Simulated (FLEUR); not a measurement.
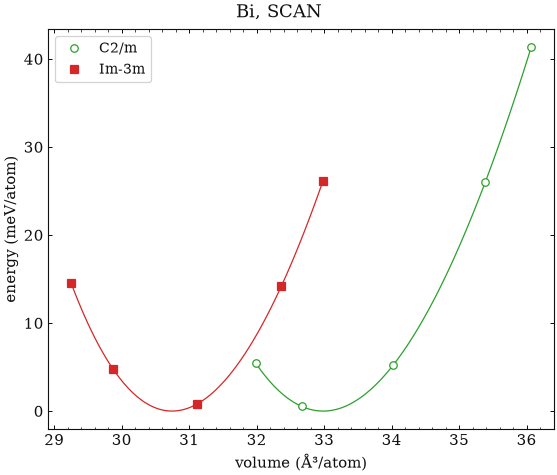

The picture above shows the energy against volume, with one curve for each structure, for Bi. Each energy curve has its own zero, so the curves don't rank the structures.

Computed with FLEUR MaX-R8.1 (later development tree): all-electron LAPW DFT, no spin polarisation; energies at scaled volumes of the given cell, shape and fractions fixed, counted from the fit's minimum, third-order Birch-Murnaghan fit. Level: SCAN.

- occupations: Fermi–Dirac
- smearing width: 0.05 eV
- potentials: all electron

Settings that differ: C2/m: k mesh 6×6×9; Im-3m: k mesh 9×9×9.

Q: Order the curves by fitted equilibrium volume, smallest first.

A: Im-3m 30.745, C2/m 32.985 Å³/atom.

Q: Order the curves by fitted bulk modulus, smallest first.

A: C2/m 54.4, Im-3m 58.5 GPa.

Limits of the calculation: spin-orbit coupling left out, heavy elements; shape and atomic fractions are frozen while scaling, which makes layered, chain and framework solids too stiff.

The computed values:

C2/m:
```
volume (Å³/atom)  energy (meV/atom)
           31.98               5.45
           32.66               0.54
           34.03               5.26
           35.39              26.02
           36.07              41.33
```

Im-3m:
```
volume (Å³/atom)  energy (meV/atom)
           29.25              14.53
           29.87               4.81
           31.12               0.76
           32.36              14.18
           32.98              26.16
```
